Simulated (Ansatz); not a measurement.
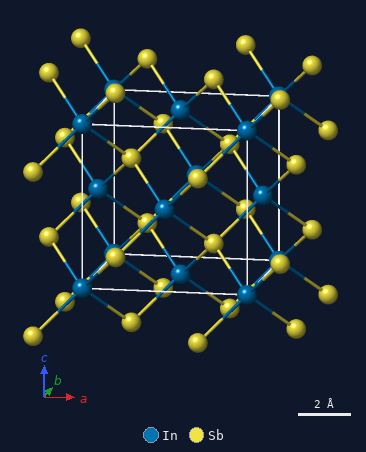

This is the input geometry for a relaxation of solid InSb (set up in F-43m). Style: ball-and-stick. Shown: the conventional cell (4 times the calculation's cell), slightly off an axis. Lengths and directions refer to the drawn axes.

Computed with DFT PBE, scalar-relativistic, plane waves, PAW (Ansatz).

Input file:
```yaml
crystal:
  lattice:
    - [0.0, 3.2391, 3.2391]
    - [3.2391, 0.0, 3.2391]
    - [3.2391, 3.2391, 0.0]
  atoms:
    - { symbol: In, position: [0.0, 0.0, 0.0] }
    - { symbol: Sb, position: [0.25, 0.25, 0.25] }
basis:
  ecutwfc: 420
kpoints:
  mp_grid: { grid: [12, 12, 12] }
hamiltonian:
  xc: pbe
scf:
  occupations: { method: gaussian, width: 0.1 }
output:
  forces: true
  stress: true
  eigenvalues: true
relax:
  adjacent_minimum: "off"
  f_tol: 0.005
  max_steps: 80
  cell: { stress_tol: 0.05 }
```

Launched with:
```bash
ansatz run input.yaml --threads 2 --pin off --max-ram 5120MiB --backend cpu --events-out ev --progress --plain --runs-dir out
```

Predict the outcome.

Answer. After 3 accepted moves (4 points after the start) the energy has fallen by 23.1 meV per atom. All forces vanish by symmetry, so only the cell relaxes. Pressure: 3.14 GPa at the start and 0.00 GPa at the end. At 1 point the geometry stayed and the basis and grid were re-selected for the new cell (energy shift of 0.4 meV per atom at most each time). The atoms keep their places relative to the cell (all moves are under 0.005 Å). Cell: a = b = c 6.478 → 6.635 Å (+2.4 %). Volume +7.4 %. Among the contacts that change: In1–Sb2 2.805 → 2.873 Å. The space group stays F-43m (No. 216).

After the run, drawn alike:

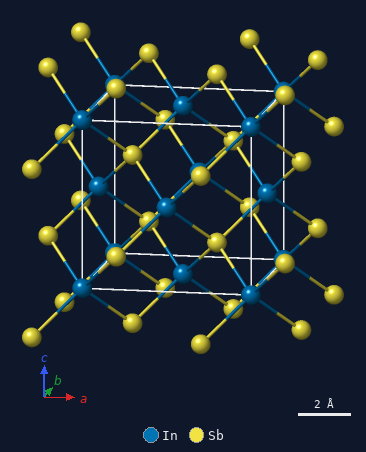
